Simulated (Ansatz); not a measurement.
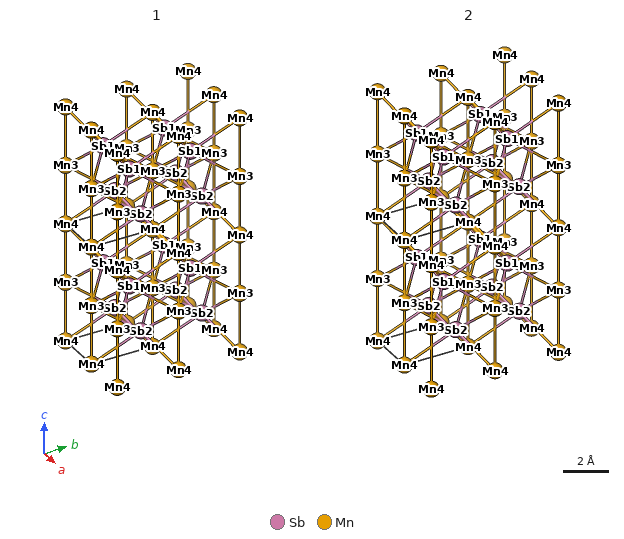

Two geometries of a crystal of MnSb (set up in P6_3/mmc), drawn at one scale. One is the start of a relaxation, the other its converged end. A ball-and-stick model of the cell of the calculation, repeated 2 × 2 × 2 with one cell outlined, seen slightly off an axis.

Level of theory: Kohn-Sham DFT of a periodic cell, PBEsol, Ansatz PAW in Ansatz 0.2.0. (plane-wave cutoff 420 eV; k-point mesh 7 × 7 × 5; occupations fermi-dirac; smearing width 0.05 eV; collinear spin; cell and atoms relaxed; force threshold 0.01 eV/Å; at most 40 steps)

Which of the two is the end point?

Answer. Structure 1 is the relaxed one. The run lets cell and atoms move. The energy falls by 70.4 meV per atom in 3 accepted moves (4 points after the start). All forces vanish by symmetry, so only the cell relaxes. Pressure: −7.14 GPa at the start and −0.02 GPa at the end. The SCF was repeated once at an unchanged geometry on a basis and grid sized afresh for the cell, which shifted the energy by 0.8 meV per atom at most. No atom moves by more than 0.005 Å relative to the cell. The drawn cell changes as follows: a = b 4.150 → 3.995 Å (−3.7 %), c 5.780 → 5.428 Å (−6.1 %); the volume changes by −13.0 %. Some distances before and after: Mn3–Mn4 2.890 → 2.714 Å, Sb1–Mn3 2.798 → 2.676 Å. The space group stays P6_3/mmc (No. 194).
